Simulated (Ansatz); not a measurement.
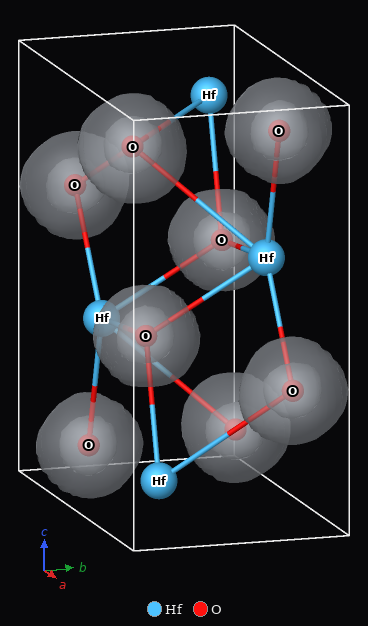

Figure 1: HfO2. Isosurface of the ELF at 0.75 (grey), seen slightly off an axis. Core shells and regions of very low density are left out. Sticks mark near contacts.

Space group Pnma; a structure from a database of computed crystals, not necessarily the ambient phase; computed pressure about 3 GPa in this cell.

These are results of Kohn-Sham DFT of a periodic cell, PBE, Ansatz PAW in Ansatz 0.2.0, not measurements.

In a PAW calculation such maps are meaningful between the atoms, not at the nuclei.

```
CELL_PARAMETERS angstrom
5.55640 0.00000 0.00000
0.00000 3.33360 0.00000
0.00000 0.00000 6.50500
ATOMIC_POSITIONS crystal
Hf 0.74868 0.75000 0.60787
Hf 0.25132 0.25000 0.39213
Hf 0.24868 0.75000 0.89213
Hf 0.75132 0.25000 0.10787
O 0.63950 0.25000 0.42340
O 0.36050 0.75000 0.57660
O 0.13950 0.25000 0.07660
O 0.86050 0.75000 0.92340
O 0.52079 0.25000 0.84145
O 0.47921 0.75000 0.15855
O 0.02079 0.25000 0.65855
O 0.97921 0.75000 0.34145
```

Question: What do the ELF domains correspond to?

Answer: The surface consists of eight regions wrapped around O (the valence shell of each), counted in one cell of 12 atoms. Any copies at cell faces, edges or corners count once. Profiles from the grid: Hf–O (2.14 Å): the ELF peaks at about 0.85 in the valence shell of O, 0.6 Å from its nucleus, and drops to about 0.20 between the two atoms; no localised pair shows between them. Hf–O (2.27 Å): the ELF peaks at about 0.85 in the valence shell of O, 0.6 Å from its nucleus, and drops to about 0.15 between the two atoms (no shared electron pair shows on this line).

Question: Does the calculation make it a metal, or give it a gap?

Answer: It is gapped, with a Kohn–Sham gap of 3.5 eV on the k-point mesh (the band edges may lie off the mesh, which would make the gap smaller).
